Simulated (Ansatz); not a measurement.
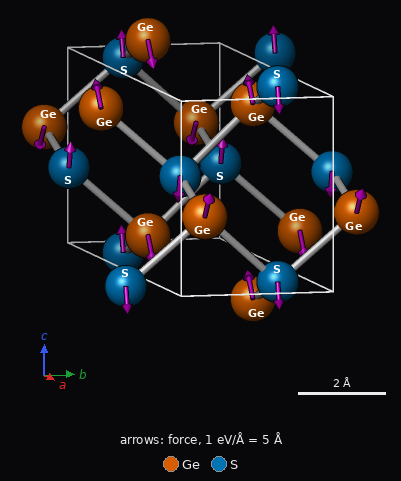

Starting geometry of a crystal of GeS (built on the database structure type) with the computed forces as purple arrows. Style: ball-and-stick. Shown: the cell of the calculation, slightly off an axis.

Level of theory: DFT, PBEsol, plane waves, PAW in Ansatz. Set-up: plane-wave cutoff 420 eV; k-point mesh 2 × 6 × 6; occupations fermi dirac; smearing width 0.03 eV; no spin polarisation; cell and atoms relaxed; force threshold 0.01 eV/Å; at most 120 steps.

Q: Is this structure relaxed? If not, where do the atoms go?

A: It isn't relaxed: the largest force vector, on Ge atoms, is 0.17 eV/Å. The atoms end up moving mostly along the starting forces (cosine between the two patterns 0.94). The energy falls by 0.177 eV per cell of the calculation in 6 accepted moves (8 points after the start). Largest force component: 0.13 eV/Å at the start, 0.00058 eV/Å at the end. Pressure: −1.36 GPa at the start and 0.01 GPa at the end. The line search rejected the trial step at point 3 of the run. At 1 point the geometry stayed and the basis and grid were re-selected for the new cell (energy shift of 2.2 meV per cell of the calculation at most each time). The largest moves relative to the cell, 0.099 Å, are those of Ge and S atoms. Largest moves by element: Ge 0.099 Å, S 0.098 Å. Cell: a 10.781 → 10.341 Å (−4.1 %), b 3.603 → 3.666 Å (+1.7 %), c 4.523 → 4.155 Å (−8.1 %). Volume −10.4 %. Among the contacts that change: Ge–S 2.422 → 2.448 Å. Among the angles between lasting bonds that change: Ge–S–Ge 107.2° → 104.1°, S–Ge–S 93.7° → 90.7°. The space group stays Pnma (No. 62).
